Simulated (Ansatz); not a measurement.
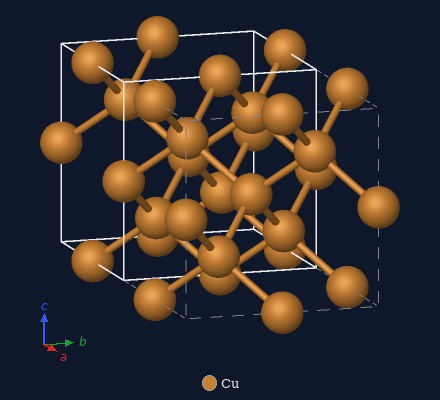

The structure; the drawing may span several cells.

Given this structure, coordinates from a relaxation with Ansatz 0.2.0, DFT, PBE, plane waves (420 eV) with PAW, scalar-relativistic; the starting structure was generated, so it need not be a known form of this composition, written in its standard cell:

```yaml
crystal:
  lattice:
    - [5.35043, 0.00000, 0.00000]
    - [0.00000, 5.35043, 0.00000]
    - [0.00000, 0.00000, 5.35043]
  atoms:
    - { symbol: Cu, position: [0.75000, 0.75000, 0.75000] }
    - { symbol: Cu, position: [0.00000, 0.50000, 0.00000] }
    - { symbol: Cu, position: [0.75000, 0.25000, 0.25000] }
    - { symbol: Cu, position: [0.00000, 0.00000, 0.50000] }
    - { symbol: Cu, position: [0.25000, 0.75000, 0.25000] }
    - { symbol: Cu, position: [0.50000, 0.50000, 0.50000] }
    - { symbol: Cu, position: [0.25000, 0.25000, 0.75000] }
    - { symbol: Cu, position: [0.50000, 0.00000, 0.00000] }
```

Predict the [111] zone-axis pattern (120 kV, kinematic, B = 0.5 Å²).

Answer. The spots form a hexagonal net with both shortest vectors at d = 1.89 Å, 60.0° apart. They are -2 2 0 and -2 0 2. The pattern has symmetry 6mm. The lattice centring (F) removes all reflections that break h + k = 2n, h + l = 2n.

Strongest reflections with d > 0.80 Å, one of each family (|F|² from tabulated Gaussian fits of the electron scattering factors, times a small damping for the curvature of the Ewald sphere):

| hkl | d (Å) | I (strongest = 100) |
| --- | --- | --- |
| 2 0 -2 | 1.892 | 100 |
| 4 -2 -2 | 1.092 | 31 |
| 4 0 -4 | 0.946 | 21 |

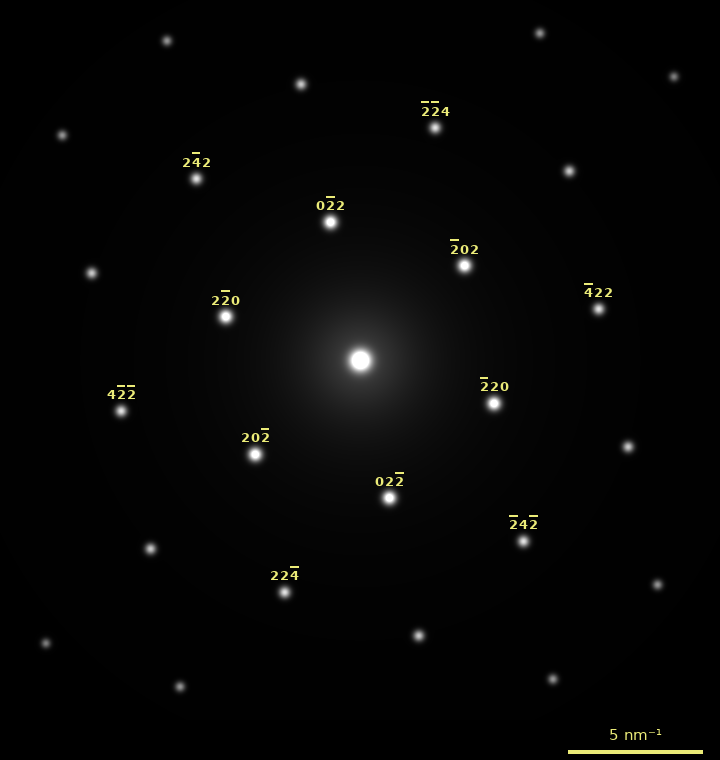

Calculated pattern, seen from the source side with [111] pointing towards the source.
